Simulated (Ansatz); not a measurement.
Al2Cu

```xyz
3
Lattice="4.1212 0.0000 0.0000 0.0000 4.1212 0.0000 0.0000 0.0000 2.8851" Properties=species:S:1:pos:R:3 pbc="T T T"
Al    2.0606    0.0000    1.4426
Al    0.0000    2.0606    1.4426
Cu    0.0000    0.0000    0.0000
```

Space group P4/mmm; a structure from a database of computed crystals, not necessarily the ambient phase; computed without spin polarisation.

Computed with Ansatz 0.2.0, DFT PBE, scalar-relativistic, plane waves, PAW.

The density is the valence pseudo-density of a PAW calculation; it isn't the true density close to the nuclei.

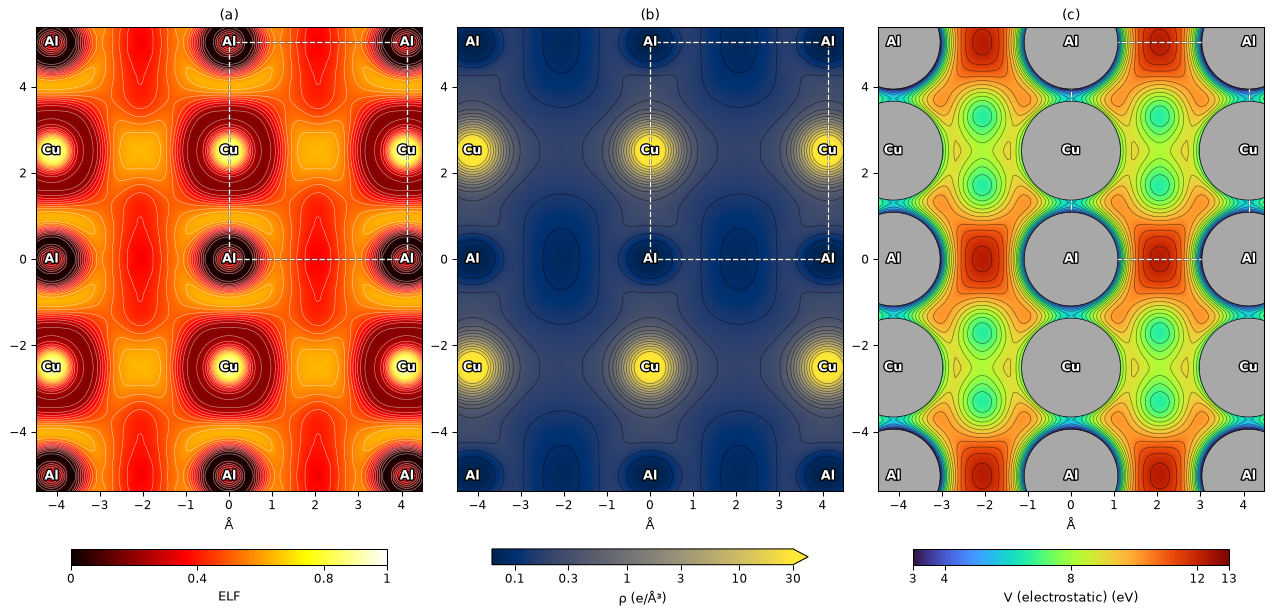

Figure 1. (a) ELF; (b) valence pseudo-density; (c) electrostatic potential (local pseudopotential plus Hartree) felt by an electron on the (101) plane of the conventional cell. Grey discs cover the atomic cores in the potential map.

### What does the map show?

The section cuts through Al and Cu sites. Al–Cu (2.52 Å): ρ at the midpoint is about 0.3 e/Å³; the ELF peaks at about 0.65 between the atoms. Between the atoms the lowest density in this plane is 0.08 e/Å³. The features right at Cu lie inside the PAW spheres, where the map follows smoothed inner orbitals and isn't to be read closely. Outside the cores the potential energy rises away from the atoms and is highest about 2.0 Å from the nearest atoms; its zero is arbitrary.

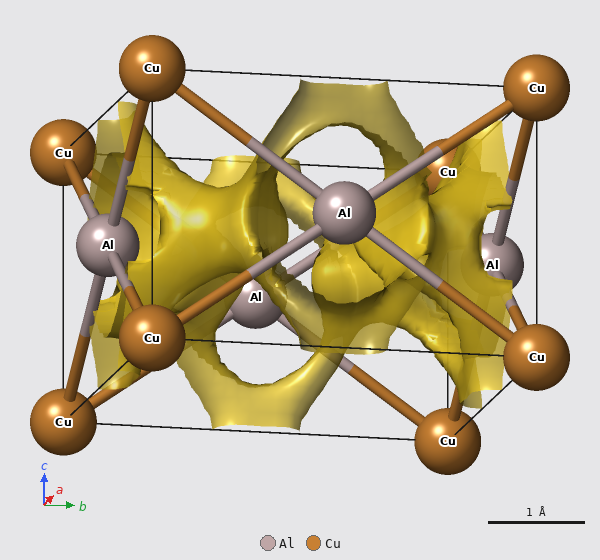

Figure 2. Isosurface of the electron localisation function at 0.6 (yellow), seen at an oblique angle. Core shells and regions of very low density are left out. Sticks mark near contacts.

### What do the ELF domains correspond to?

At this value the surface marks out one network that runs through the whole crystal, counted in one cell of 3 atoms. Any copies at cell faces, edges or corners count once.

### Does the calculation make it a metal, or give it a gap?

It is gapless in this calculation (a metal or semimetal).
